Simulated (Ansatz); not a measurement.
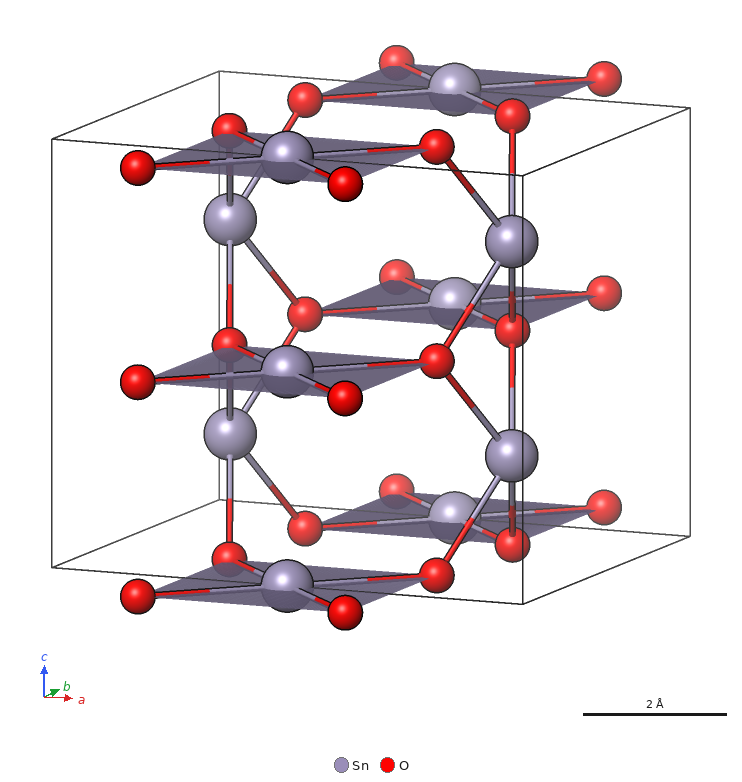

The structure as given in the input (polyhedral view of the cell of the calculation, seen slightly off an axis; polyhedra are completed across the faces of the cell). An atom can appear more than once, as a periodic image.

# Run report: Sn$_{3}$O$_{4}$, band-structure calculation

Sn$_{3}$O$_{4}$ (14 atoms in the cell), computed with DFT PBE, scalar-relativistic, plane waves, PAW, no spin polarisation (Ansatz 0.2.0).

The structure derives from a Materials Project entry.

**Input**
```yaml
crystal:
  lattice:
    - [7.1964842961, 0.0, 0.0066358092]
    - [0.0, 5.8453674264, 0.0]
    - [-0.0068955044, 0.0, 6.0986465812]
  atoms:
    - { symbol: Sn, position: [0.7989685329, 0.5000002812, 0.2500171672] }
    - { symbol: Sn, position: [0.2010314671, 0.5000002812, 0.2499828328] }
    - { symbol: Sn, position: [0.2010314671, 0.4999997188, 0.7499828328] }
    - { symbol: Sn, position: [0.7989685329, 0.4999997188, 0.7500171672] }
    - { symbol: Sn, position: [0.5, 0.0, 0.0] }
    - { symbol: Sn, position: [0.5, 0.0, 0.5] }
    - { symbol: O, position: [0.7200340219, 0.2739681735, 1.0000024881] }
    - { symbol: O, position: [0.2799659781, 0.2739681735, 0.4999975119] }
    - { symbol: O, position: [0.2799659781, 0.7260318265, -2.4881e-06] }
    - { symbol: O, position: [0.7200340219, 0.7260318265, 0.5000024881] }
    - { symbol: O, position: [0.2797176766, 0.2737734248, -1.9194e-06] }
    - { symbol: O, position: [0.7202823234, 0.2737734248, 0.5000019194] }
    - { symbol: O, position: [0.7202823234, 0.7262265752, 1.0000019194] }
    - { symbol: O, position: [0.2797176766, 0.7262265752, 0.4999980806] }
basis:
  ecutwfc: 420
kpoints:
  mp_grid: { grid: [6, 6, 6] }
  band_path:
    path:
      - [0.0, 0.0, 0.0]
      - [0.0, 0.5, 0.0]
      - [0.0, 0.5, 0.5]
      - [0.0, 0.0, 0.5]
      - [0.0, 0.0, 0.0]
      - [-0.5, 0.0, 0.5]
      - [-0.5, 0.5, 0.5]
      - [0.0, 0.5, 0.0]
      - [-0.5, 0.5, 0.0]
      - [-0.5, 0.0, 0.0]
      - [0.0, 0.0, 0.0]
    npoints: 10
hamiltonian:
  xc: pbe
scf:
  occupations: { method: gaussian, width: 0.1 }
  n_extra_bands: 35
output:
  forces: true
  stress: true
  eigenvalues: true
  populations: true
  dos: { projected: true, de: 0.02, nscf_kmesh: { grid: [9, 9, 9] } }
  bader: false
  write_density: true
  write_potential: true
  elf: true
  volumetric_format: npy
```

Hardware: 4 threads of Intel Xeon @ 2.50GHz (Skylake/Cascade Lake), 189 GiB of memory available, shared host.

Launched with:
```bash
ansatz run input.yaml --threads 4 --pin off --max-ram 10240MiB --backend cpu --events-out ev --progress --plain --runs-dir out
```

**What the program printed**
```
scf.n_extra_bands = 35 over 66 filled bands (N_el = 132.0): the run solves 101 bands
Engine: ansatz 0.2.0, x86_64-unknown-linux-gnu
Pseudopotentials: kind: paw
Pseudopotential: Sn, paw, valence charge 14, recommended cutoff 420 eV (normal), Sn.paw.azcp
Pseudopotential: O, paw, valence charge 6, recommended cutoff 420 eV (normal), O.paw.azcp
Functional definition: PBE
  parameter kappa = 0.804
  parameter beta = 0.06672455060314922
  exchange = pbe_x(kappa = kappa, mu = beta*pi^2/3)
  correlation = pbe_c(beta = beta)
Crystal: 14 atoms, lattice volume = 256.547 Å³
Basis set: ecut = 420 eV, 4995 PW (Γ), exchange–correlation on 100×80×90 points (8 copies of the dense FFT grid, shifted against one another)
Bands: 101, of which v1, the nominal top of the filled ones, is band 66 counted from 1 (65 counted from 0)
Symmetry: 4 space group operations
Space group: P2/c (ITA 13), of the structure as read, at distance tolerance 6.4e-5 Å
k-points: 80 of 216
Non-local potential: Sn, projectors of the file, l = 0: 2, l = 1: 2, l = 2: 2, l = 3: 2
Non-local potential: O, projectors of the file, l = 0: 2, l = 1: 2, l = 2: 1
PAW form: soft (Blöchl's): semilocal exchange-correlation on the pseudo side does not see the compensation charge
PAW one-centre angular grid: Sn, 590 points (default); XC on 64 Gauss nodes
PAW one-centre angular grid: O, 110 points (default); XC on 64 Gauss nodes
Initial density: superposition of atomic densities (neutral atoms: chi_scale 0, normalization atom), corrected by the library's trained network
Initial wavefunctions: pseudopotential atomic-orbital guess
Functional: x = pbe(κ = 0.804, μ = 0.2195149727645171), c = pbe(β = 0.06672455060314922)
SCF iter   1: F=—  HF=-40681.215493 eV  |F-HF|=—  |Δ(HF+E_count)|=         —  Δρ=3.46e-3  dr2=4.12e-2  ethr=1.77e-3  ⟨swp⟩=5.3  Hψ=34369  notcnv=0  defer=1408
preconditioner: auto → Resta (q_TF=auto, 2.442 Å⁻¹)  ε∞=2.5  [insulator: Δε(μ)=0.178 eV  Ē_g=21.475 eV  σ=0.100 eV  W_gap=0.77  n_scr=64 (ndim 8)  ℏωp=26.6 eV  f_vac=0.166  D(μ)=0.20/eV (n_scr^D=0)  ε∞_Penn≈2.5]
SCF iter   2: F=—  HF=-40681.211945 eV  |F-HF|=—  |Δ(HF+E_count)|=   3.55e-3  Δρ=1.83e-3  dr2=9.87e-3  ethr=3.12e-5  ⟨swp⟩=1.5  Hψ=9810  notcnv=0  defer=1550
SCF iter   3: F=—  HF=-40681.211902 eV  |F-HF|=—  |Δ(HF+E_count)|=   4.30e-5  Δρ=3.11e-4  dr2=3.56e-4  ethr=7.48e-6  ⟨swp⟩=2.0  Hψ=8036  notcnv=0  defer=1550
SCF iter   4: F=—  HF=-40681.212042 eV  |F-HF|=—  |Δ(HF+E_count)|=   1.39e-4  Δρ=1.13e-4  dr2=3.79e-5  ethr=2.70e-7  ⟨swp⟩=2.0  Hψ=10885  notcnv=0  defer=1550
SCF iter   5: F=—  HF=-40681.211514 eV  |F-HF|=—  |Δ(HF+E_count)|=   5.28e-4  Δρ=1.42e-4  dr2=4.98e-5  ethr=2.87e-8  ⟨swp⟩=2.0  Hψ=8706  notcnv=0  defer=1550
SCF iter   6: F=—  HF=-40681.211508 eV  |F-HF|=—  |Δ(HF+E_count)|=   6.17e-6  Δρ=6.06e-5  dr2=9.35e-6  ethr=2.87e-8  ⟨swp⟩=2.0  Hψ=8643  notcnv=0  defer=1550
SCF iter   7: F=—  HF=-40681.211507 eV  |F-HF|=—  |Δ(HF+E_count)|=   8.09e-7  Δρ=2.18e-5  dr2=1.08e-6  ethr=7.08e-9  ⟨swp⟩=2.0  Hψ=7681  notcnv=0  defer=1550
SCF iter   8: F=-40681.211507 eV  HF=-40681.211507 eV  |F-HF|=3.71e-8  |Δ(HF+E_count)|=   1.57e-7  Δρ=3.99e-6  dr2=5.30e-8  ethr=7.58e-11  ⟨swp⟩=18.9  Hψ=75946  notcnv=0
SCF 1 converged in 8 iterations: F = -40681.211507 eV  dr2 = 5.30e-8
  greatest PAW one-centre occupation: 0.995 electrons in one spin orbital (limit 2), on the Sn atom at site 3 (counted from 0), in its partial waves of l = 2
```

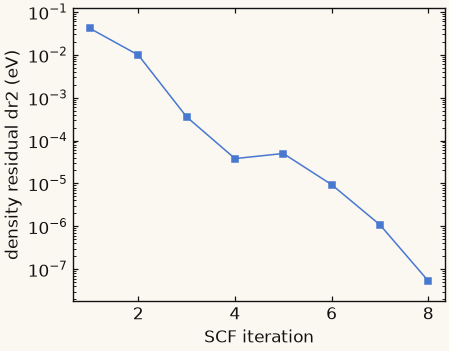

Convergence of the self-consistent field: density residual dr2 against the SCF iteration. The residual falls almost steadily, with no more than small rises.

```
NSCF: frozen V_eff on 101 k-points
NSCF: frozen V_eff on 205 k-points
SCF converged after 8 iterations
Free energy (F): -40681.211507 eV
Harris-Foulkes:  -40681.211507 eV  (|F-HF|=3.71e-8)
Internal energy: -40681.210386 eV  (E = F + TS)
E sigma→0 (E₀):  -40681.210946 eV
Entropy (-TS):   -0.001121 eV (-0.080 meV/atom)
Fermi energy:    7.043468 eV
--- Per-component energies (eV) ---
  E_band       = -849.399800
  E_kinetic    = 2518.024892
  E_local      = -10865.286636  (includes V_loc(G=0)·N_el)
  E_nonlocal   = 199.678098
  E_hartree    = 5540.581378
  E_xc         = -2873.095431
  E_vxc        = -1315.722940  (∫ρ·V_xc dr)
  E_paw        = -26114.591639  (= ΣΔE_a)
  E_vpaw       = -2467.266641  (= ΣTr[D̂ρ^β])
  E_aug_tail   = 0.019185  (compensation charges beyond the density's cutoff)
  E_ewald      = -9086.540233
  E_smearing   = -0.001121  (= −TS)
  E_closure    = -0.000000  (closes the sum)
  Σ components = -40681.211507   (vs F -40681.211507, Δ=0.00e0)
--- Forces (eV/Å), atoms counted from 1 ---
  atom   1  Sn     0.00040249     0.00000502     0.00002544
  atom   2  Sn    -0.00040249     0.00000502    -0.00002544
  atom   3  Sn    -0.00040249    -0.00000502    -0.00002544
  atom   4  Sn     0.00040249    -0.00000502     0.00002544
  atom   5  Sn    -0.00000000     0.00000000    -0.00000000
  atom   6  Sn     0.00000000     0.00000000    -0.00000000
  atom   7  O     -0.00116878    -0.00211295    -0.00007886
  atom   8  O      0.00116878    -0.00211295     0.00007886
  atom   9  O      0.00116878     0.00211295     0.00007886
  atom  10  O     -0.00116878     0.00211295    -0.00007886
  atom  11  O      0.00215959    -0.00149693     0.00005270
  atom  12  O     -0.00215959    -0.00149693    -0.00005270
  atom  13  O     -0.00215959     0.00149693    -0.00005270
  atom  14  O      0.00215959     0.00149693     0.00005270
  max |Σ_I F_I| component: 0.00e0 eV/Å
--- Stress (GPa, compression-positive) ---
       -0.008293       0.000000       0.005508
        0.000000       0.003038      -0.000000
        0.005508      -0.000000      -0.018714
  P = ⅓ Tr σ = -0.0080 GPa (-0.080 kbar)
--- Band table (eV; the first three rows and the last of 80) ---
  k-point 0: bands = ["-14.9659", "-14.9468", "-14.8553", "-14.7134", "-14.5868", "-14.4745", "-14.4455", "-14.4350", "-14.3856", "-14.3441", "-14.3360", "-14.2941", "-14.2712", "-14.2616", "-14.2440", "-14.2400", "-14.2072", "-14.1883", "-14.1027", "-14.0700", "-13.9553", "-13.9493", "-13.8937", "-13.7937", "-13.7904", "-13.7737", "-13.7604", "-13.6730", "-13.6712", "-13.6322", "-11.6511", "-11.3850", "-11.0110", "-10.9185", "-10.7749", "-10.3640", "-9.6337", "-9.2923", "-2.2476", "-1.2133", "-0.2352", "-0.0951", "0.0562", "1.2546", "1.4709", "1.9354", "2.2207", "2.2754", "2.4041", "3.3739", "3.6652", "3.7787", "3.8570", "3.9072", "3.9906", "4.3300", "4.6921", "4.7391", "4.9219", "4.9722", "5.0912", "5.3752", "5.4547", "5.6408", "6.6779", "6.7319", "7.1769", "7.4288", "9.6870", "9.7097", "9.8070", "10.6254", "11.1381", "12.7123", "12.7623", "12.8913", "13.2262", "13.5115", "13.7813", "13.9879", "14.0908", "14.8296", "15.2937", "15.3921", "15.5812", "15.8897", "15.9641", "16.5067", "16.6972", "17.1419", "17.2869", "17.6942", "18.0689", "18.1895", "18.3193", "18.3988", "18.5610", "19.1250", "19.5210", "20.2056", "20.4821"]
  k-point 1: bands = ["-14.9331", "-14.9130", "-14.8256", "-14.6788", "-14.5836", "-14.4667", "-14.4531", "-14.4487", "-14.4306", "-14.3379", "-14.3357", "-14.3103", "-14.3010", "-14.2658", "-14.2428", "-14.2426", "-14.2161", "-14.1933", "-14.1284", "-14.1036", "-13.9405", "-13.9332", "-13.8955", "-13.7858", "-13.7826", "-13.7727", "-13.7613", "-13.6813", "-13.6794", "-13.6536", "-11.6139", "-11.3567", "-11.0612", "-10.9537", "-10.6929", "-10.2892", "-9.7078", "-9.3633", "-2.1696", "-1.1613", "-0.1714", "-0.1413", "0.0753", "1.2947", "1.4058", "2.0736", "2.3284", "2.3623", "2.3655", "3.3161", "3.5076", "3.5857", "3.6958", "3.9045", "4.0351", "4.6333", "4.6418", "4.6591", "4.6987", "4.8032", "5.1108", "5.3556", "5.4671", "5.6276", "5.6886", "7.1068", "7.7556", "8.0465", "9.7976", "9.8559", "9.9506", "10.6588", "11.2517", "12.5640", "12.6108", "12.8777", "13.2475", "13.5074", "13.9822", "14.0392", "14.1046", "14.2613", "14.6330", "15.2072", "15.4748", "15.9203", "16.0615", "16.1689", "16.5728", "17.0990", "17.4062", "17.7960", "18.2149", "18.2411", "18.4170", "18.4751", "18.8324", "19.4410", "19.9079", "20.1485", "20.6939"]
  k-point 2: bands = ["-14.8398", "-14.8174", "-14.7481", "-14.5955", "-14.5880", "-14.5517", "-14.5372", "-14.4546", "-14.4430", "-14.3544", "-14.3426", "-14.3387", "-14.3073", "-14.2652", "-14.2544", "-14.2493", "-14.2203", "-14.2161", "-14.1912", "-14.1758", "-13.9241", "-13.9009", "-13.8736", "-13.7702", "-13.7640", "-13.7638", "-13.7612", "-13.7120", "-13.7038", "-13.7015", "-11.5090", "-11.2778", "-11.1918", "-11.0462", "-10.4755", "-10.0887", "-9.9103", "-9.5565", "-1.9432", "-1.2554", "-0.0535", "0.0435", "0.1182", "1.0547", "1.4990", "2.4210", "2.4667", "2.4686", "2.7566", "2.7612", "3.2100", "3.2358", "3.7732", "3.8228", "4.0500", "4.1575", "4.5073", "4.5125", "4.5345", "4.5948", "5.1618", "5.3025", "5.5004", "5.5924", "5.7189", "6.8616", "8.4497", "9.5395", "9.6341", "10.1773", "10.5937", "10.7786", "11.6049", "12.1574", "12.4023", "12.7791", "12.9768", "13.3057", "13.5790", "13.7823", "13.8625", "14.0028", "14.2948", "14.4437", "14.6945", "16.1177", "16.1673", "16.3445", "16.9826", "17.2005", "17.9188", "17.9436", "17.9857", "18.3408", "18.5258", "18.7459", "19.3914", "19.4450", "20.4886", "20.5357", "20.5799"]
  k-point 79: bands = ["-14.6837", "-14.6837", "-14.6766", "-14.6766", "-14.6658", "-14.6658", "-14.4917", "-14.4917", "-14.4046", "-14.4046", "-14.3444", "-14.3444", "-14.2645", "-14.2645", "-14.2583", "-14.2583", "-14.2580", "-14.2580", "-14.2077", "-14.2077", "-13.9663", "-13.9663", "-13.7709", "-13.7709", "-13.7663", "-13.7663", "-13.7349", "-13.7349", "-13.7314", "-13.7314", "-11.2151", "-11.2151", "-10.9544", "-10.9544", "-10.2769", "-10.2769", "-10.1766", "-10.1766", "-0.6050", "-0.6050", "0.1221", "0.1221", "0.2045", "0.2045", "1.8949", "1.8949", "2.3745", "2.3745", "2.7431", "2.7431", "2.9404", "2.9404", "3.4565", "3.4565", "3.6732", "3.6732", "3.6739", "3.6739", "4.7775", "4.7775", "4.9044", "4.9044", "6.0143", "6.0143", "6.8797", "6.8797", "9.1154", "9.1154", "11.2715", "11.2715", "11.4561", "11.4561", "11.7192", "11.7192", "11.8214", "11.8214", "12.4663", "12.4663", "13.0090", "13.0090", "13.5663", "13.5663", "15.0845", "15.0845", "16.5742", "16.5742", "17.0136", "17.0136", "17.4455", "17.4455", "17.9081", "17.9081", "18.1352", "18.1352", "18.1778", "18.1778", "19.9410", "19.9410", "19.9947", "19.9947", "20.1899"]
--- Löwdin populations: 14 sites ---
  site symbol       q [e]
     0     Sn     12.7502
     1     Sn     12.7502
     2     Sn     12.7502
     3     Sn     12.7502
     4     Sn     13.0513
     5     Sn     13.0513
     6      O      6.7791
     7      O      6.7791
     8      O      6.7791
     9      O      6.7791
    10      O      6.7791
    11      O      6.7791
    12      O      6.7791
    13      O      6.7791
  spilling = 0.005025 (of n_electrons = 132.000000)
```

**File populations.tsv**
```
# site	symbol	l	j	q
# orbitals = lowdin
# n_electrons = 132.000000
# spilling = 0.005025
0	Sn	0_5S	-	1.139102
0	Sn	1_5P	-	1.620377
0	Sn	2_4D	-	9.990764
1	Sn	0_5S	-	1.139102
1	Sn	1_5P	-	1.620377
1	Sn	2_4D	-	9.990764
2	Sn	0_5S	-	1.139102
2	Sn	1_5P	-	1.620377
2	Sn	2_4D	-	9.990764
3	Sn	0_5S	-	1.139102
3	Sn	1_5P	-	1.620377
3	Sn	2_4D	-	9.990764
4	Sn	0_5S	-	1.352914
4	Sn	1_5P	-	1.703519
4	Sn	2_4D	-	9.994895
5	Sn	0_5S	-	1.352914
5	Sn	1_5P	-	1.703519
5	Sn	2_4D	-	9.994895
6	O	0_2S	-	1.779665
6	O	1_2P	-	4.999464
7	O	0_2S	-	1.779665
7	O	1_2P	-	4.999464
8	O	0_2S	-	1.779665
8	O	1_2P	-	4.999464
9	O	0_2S	-	1.779665
9	O	1_2P	-	4.999464
10	O	0_2S	-	1.779794
10	O	1_2P	-	4.999356
11	O	0_2S	-	1.779794
11	O	1_2P	-	4.999356
12	O	0_2S	-	1.779794
12	O	1_2P	-	4.999356
13	O	0_2S	-	1.779794
13	O	1_2P	-	4.999356
```

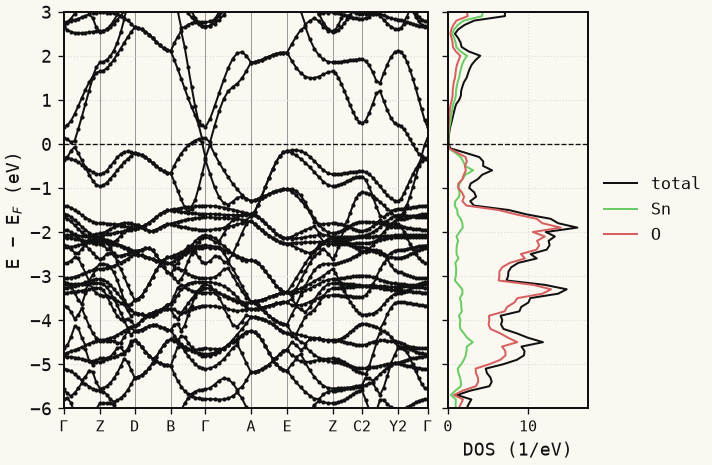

Band structure along Γ–Z–D–B–Γ–A–E–Z–C2–Y2–Γ and density of states (projected on Löwdin-orthogonalised atomic shells), with energies from the Fermi level. Bands cross the Fermi level: a metal at this level of theory.

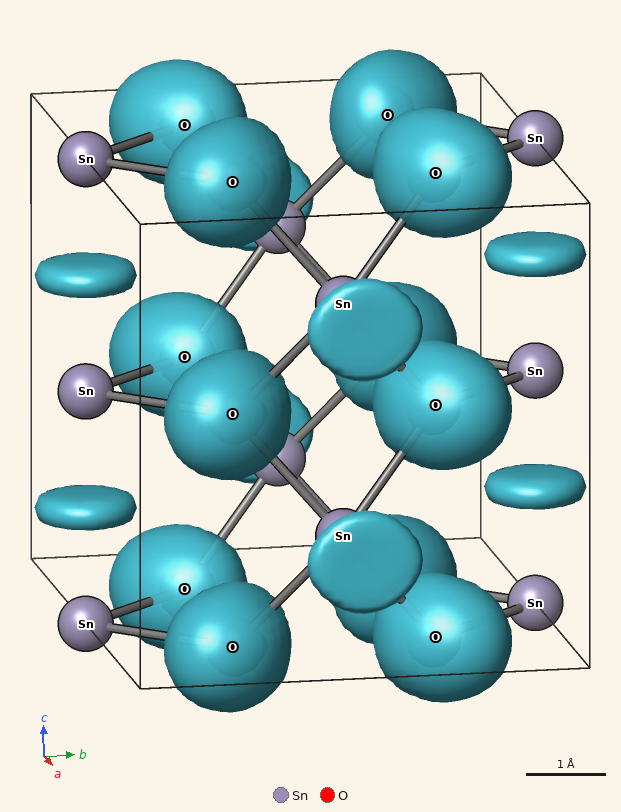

Isosurface of the electron localisation function at 0.7 (cyan), seen slightly off an axis. Core shells and regions of very low density are left out. Sticks mark near contacts. The outline is the calculation cell. Values along the shortest contacts: Sn–O (2.10 Å): the ELF is about 0.25 at the midpoint; a polar contact without a shared pair, in a metal. Sn–Sn (2.89 Å): the ELF peaks at about 0.80 between the atoms (a covalent bond). Core electrons are frozen (PAW), so the fields are smoothed inside the atomic spheres.

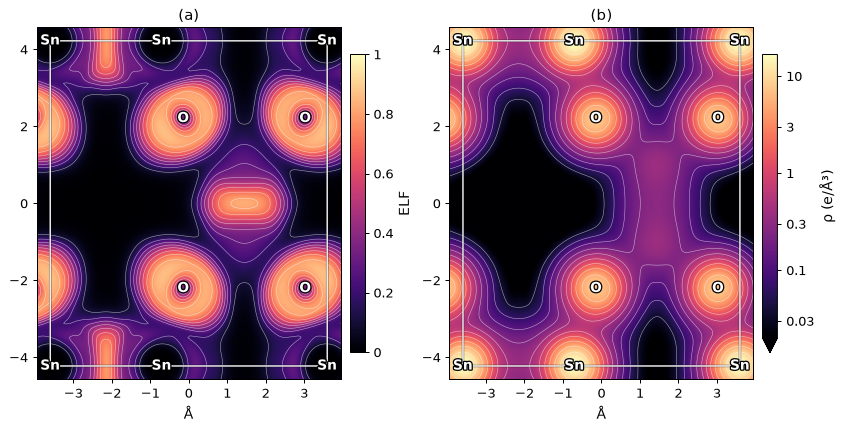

(a) ELF; (b) valence charge density (pseudo) on the (011̄) plane of the calculation cell. Atoms in the plane: Sn and O. Sn–O (2.10 Å): the density is about 0.63 e/Å³ at the midpoint; the ELF is about 0.25 at the midpoint (no shared pair; the contact is polar). The density dies away to nearly zero in the voids.

**Results in brief**

```csv
quantity,value
outcome,converged
space group (tolerance 0.01 Å),Pmmm (47)
electrons treated,132
free energy,−40681.2115 eV
Fermi energy,7.043 eV
gap on the k-point mesh,none (metallic)
pressure,−0.01 GPa
largest force (length of the vector),0.003 eV/Å
wall time,3.9 min (CPU time 15 min)
peak memory,3.1 GiB
```
